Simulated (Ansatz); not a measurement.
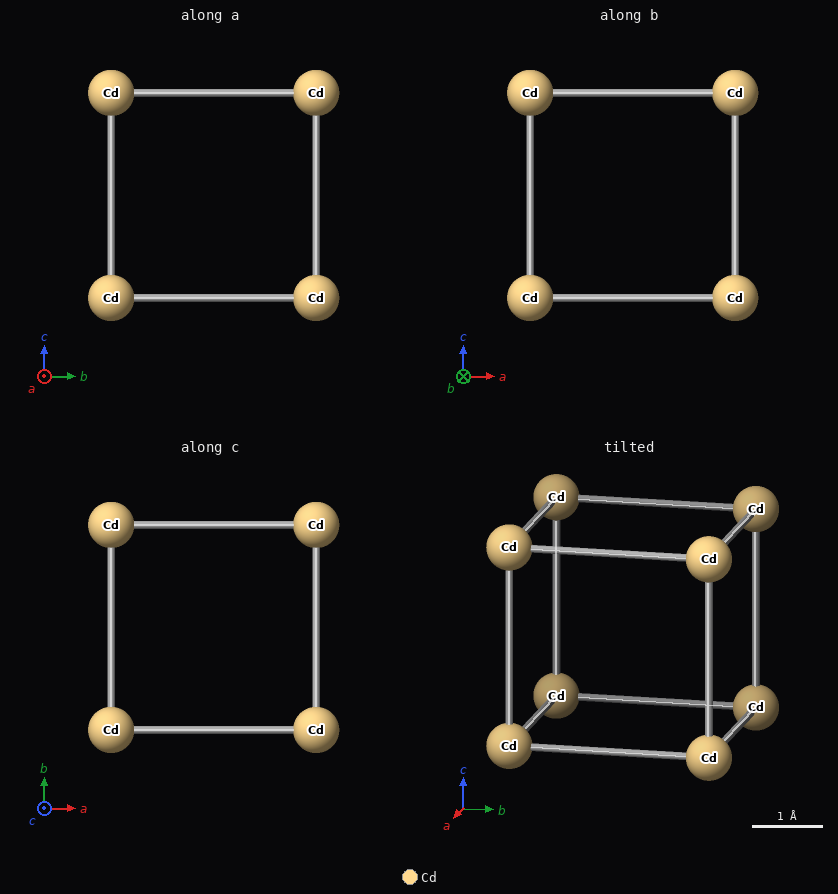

An orthographic ball-and-stick view of the structure, along the a axis, along the b axis, along the c axis and slightly off an axis. Lines trace the edges of the conventional unit cell.

Lattice parameters: a = 2.941 Å, b = 2.941 Å, c = 2.941 Å, α = 90.00°, β = 90.00°, γ = 90.00°.

Question: Write down what is shown as a table of Wyckoff sites.

Answer: Space group Pm-3m (No. 221).
```json
{"atom": "Cd", "site": "1a", "x": "0.0000", "y": "0.0000", "z": "0.0000"}
```

Its origin is a structure type filled with this element by a generator (whether the element takes this form wasn't checked). Earlier steps of the study may have refined or changed the cell and positions. It was run through Ansatz as a DFT input.
